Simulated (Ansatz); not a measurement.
Input

```
crystal:
  lattice:
    - [3.0245658913, 0.0, 0.0]
    - [-1.5122829457, 2.6193508973, 0.0]
    - [0.0, 0.0, 7.5060673851]
  atoms:
    - { symbol: Ga, position: [0.3333333333, 0.6666666667, 0.1886534479] }
    - { symbol: Ga, position: [0.6666666667, 0.3333333333, 0.8113465521] }
    - { symbol: O, position: [0.0, 0.0, 0.0] }
    - { symbol: O, position: [0.3333333333, 0.6666666667, 0.7129022209] }
    - { symbol: O, position: [0.6666666667, 0.3333333333, 0.2870977791] }
kpoints:
  mp_grid: { grid: [12, 12, 4] }
hamiltonian:
  xc: r2scan
scf:
  occupations: { method: fermi_dirac, width: 0.02 }
relax:
  f_tol: 0.005
  cell: {}
output:
  write_density: true
  write_potential: true
  elf: true
  volumetric_format: npy
```

Command:

```sh
ansatz run input.yaml --threads 2 --pin off --max-ram 20275MiB --backend cpu --events-out ev --progress --plain --runs-dir out
```

Below, planes, directions and counts refer to the conventional cell (a = 2.99 Å, b = 2.99 Å, c = 6.85 Å, α = 90.00°, β = 90.00°, γ = 120.00°).

The fields are those of the relaxed geometry.

Space group P-3m1; started from the A-type La2O3 prototype, which need not be the ambient phase.

All numbers below come from Ansatz, DFT, r2SCAN, plane waves, PAW.

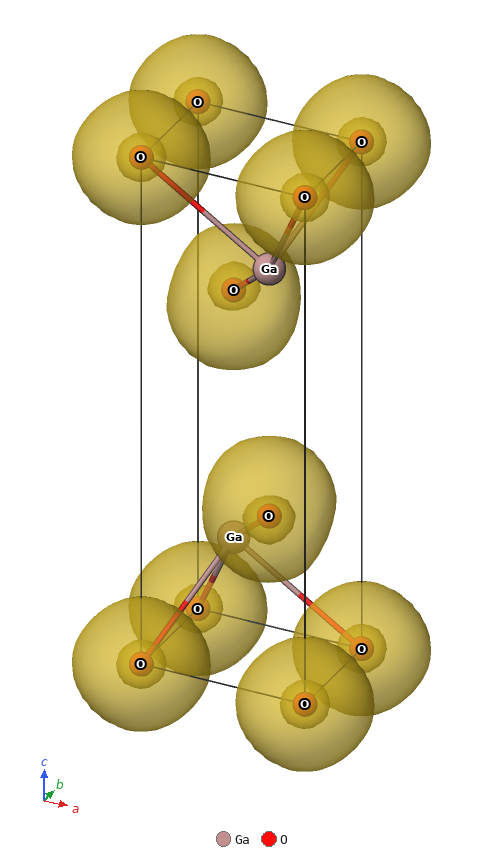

Ga2O3. Isosurface of the ELF at 0.65 (yellow), seen slightly off an axis. Only the valence region is drawn (cores and ρ < 0.01 e/Å³ removed). Sticks mark near contacts.

Core electrons are frozen (PAW), and the valence fields are smoothed inside the atomic spheres.

What do the ELF domains correspond to?

Answer. The surface consists of three regions wrapped around O (the valence shell of each), counted in one cell of 5 atoms. Any copies at cell faces, edges or corners count once. Along the contacts the grid gives the following. Ga–O (1.87 Å): the ELF peaks at about 0.85 in the valence shell of O, 0.6 Å from its nucleus, and is about 0.40 at the midpoint.

Metal or insulator at this level of theory?

Answer. It is gapped, with a Kohn–Sham gap of 3.1 eV on the k-point mesh (the band edges may lie off the mesh, which would make the gap smaller).
